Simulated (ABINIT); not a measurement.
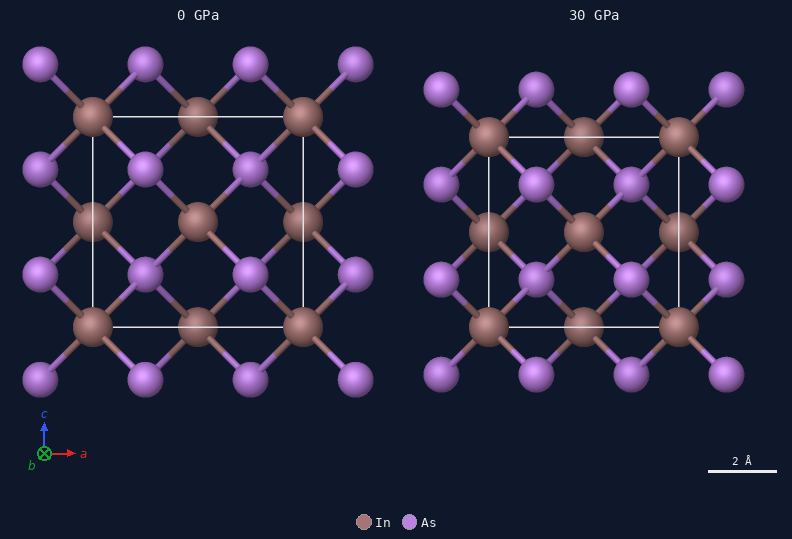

Solid InAs (set up in F-43m), relaxed (cell and atoms) at several target pressures. The picture shows the first and the last member. A ball-and-stick model of the conventional cell (4 times the calculation's cell), seen along the b axis. Lengths and directions refer to the drawn axes.

Computed with ABINIT 10.8.3: PBE, JTH PAW PBE v2.0. (plane-wave cutoff 598.7 eV; k-point mesh 8 × 8 × 8; occupations fermi-dirac; smearing width 0.05 eV; no spin polarisation)

```tsv
pressure (GPa)	volume (Å³/atom)	a (Å)
0	29.604	6.187
5	27.228	6.017
10	25.599	5.894
20	?	?
30	21.869	5.593
```

Fill in the missing row.

Answer. Murnaghan's form V = V₀(1 + B′P/B₀)^(−1/B′), with V₀ = 29.604 Å³ from the row at zero pressure, fits the other rows with B₀ = 50.4 GPa and B′ = 4.06 (largest miss 0.008 Å³). At 20 GPa it gives 29.604 × (1 + 4.06 × 20/50.4)^(−1/4.06) = 23.371 Å³ per atom. The calculation gives 23.378 Å³/atom (a = 5.719 Å). The estimate is 0.007 Å³/atom too low. From the first member to the last: As–In 2.679 → 2.422 Å.

The whole series:

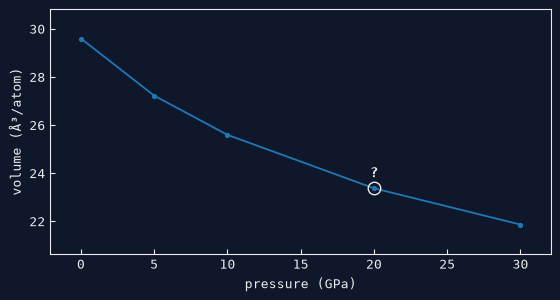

Each member starts from this one structure; whether another phase lies lower wasn't checked.
